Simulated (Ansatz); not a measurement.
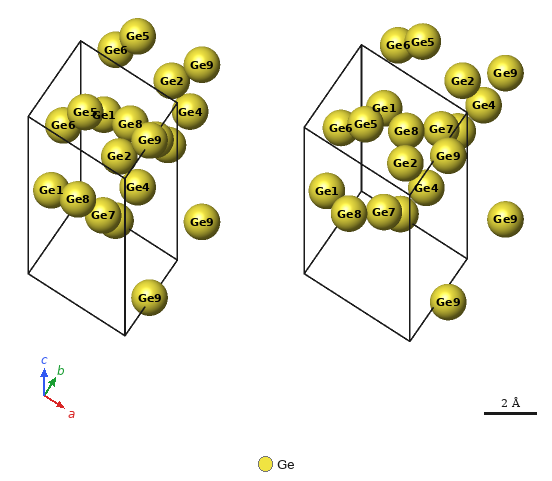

Two geometries of solid Ge (a generated structure, set up in P3_112), drawn at one scale. One is the start of a relaxation, the other its converged end. The picture is a spheres-only view of the cell of the calculation, repeated 1 × 2 × 1 with one cell outlined, seen from a free direction.

All numbers below come from DFT PBE, scalar-relativistic, plane waves, PAW (Ansatz). Set-up: plane-wave cutoff 420 eV; k-point mesh 6 × 6 × 6; occupations gaussian; smearing width 0.1 eV; no spin polarisation; cell and atoms relaxed; force threshold 0.01 eV/Å; at most 80 steps.

### Which one is relaxed?

The right one is the relaxed one. Over 8 accepted moves (11 points after the start) the energy falls by 22.5 meV per atom. Largest force component: 0.11 eV/Å at the start, 0.0017 eV/Å at the end. Pressure: 0.10 GPa at the start and 0.00 GPa at the end. The line search rejected the trial step at point 4 of the run. At 2 points the geometry stayed and the basis and grid were re-selected for the new cell (energy shift of 1.9 meV per atom at most each time). The largest moves relative to the cell, 0.48 Å, are those of Ge atoms. The drawn cell changes as follows: a = b 5.873 → 6.413 Å (+9.2 %), c 7.207 → 6.708 Å (−6.9 %); the volume changes by +11.0 %. Among the contacts that change: Ge–Ge 2.608 → 2.526 Å, Ge–Ge 2.562 → 2.512 Å, Ge–Ge 2.487 → 2.514 Å, Ge–Ge 2.602 → 2.578 Å. Bond angles that change, for instance: Ge–Ge–Ge 81.7° → 99.1°, Ge–Ge–Ge 96.5° → 82.4°, Ge–Ge–Ge 94.1° → 106.1°. The space group stays P3_112 (No. 151).
